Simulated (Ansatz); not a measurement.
System: MgS, space group Fm-3m (No. 225), 2 atoms in the cell, rocksalt type, hydrostatic strain +5.0%.

Space group Fm-3m (No. 225). a = 5.463 Å, b = 5.463 Å, c = 5.463 Å, α = 90.00°, β = 90.00°, γ = 90.00°
| atom | site | symmetry | x | y | z |
| --- | --- | --- | --- | --- | --- |
| Mg | 4a | m-3m | 0.0000 | 0.0000 | 0.0000 |
| S | 4b | m-3m | 0.5000 | 0.0000 | 0.0000 |

Level of theory: DFT, PBE, plane waves, PAW, no spin polarisation, 8×8×8 k mesh, Fermi-Dirac smearing of 0.02 eV; code Ansatz 0.2.0.

What will the density of states look like?

There is a gap; over the k points computed it is 2.46 eV (indirect; the smallest direct gap is 2.68 eV). The upper group of valence states starts about 4.1 eV under the valence-band top (which lies at −1.2 eV on this axis), with a gap beneath it; it holds about 6 electrons a cell.

The cell is at −7 GPa in this functional.

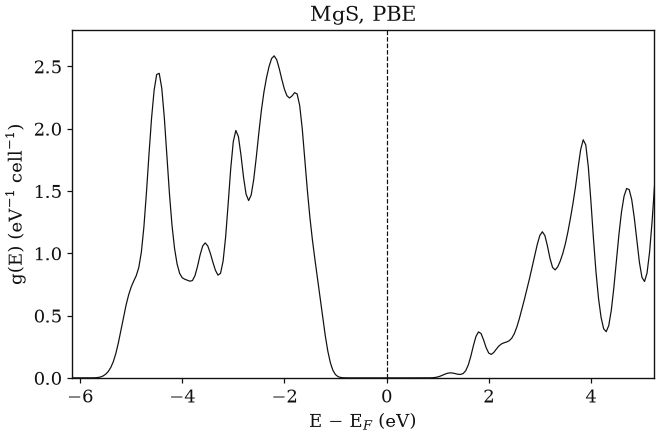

Density of states. Energies are counted from the Fermi level. The curve is built from the levels of the k mesh with Gaussians 0.3 eV wide, which also blur the band edges.
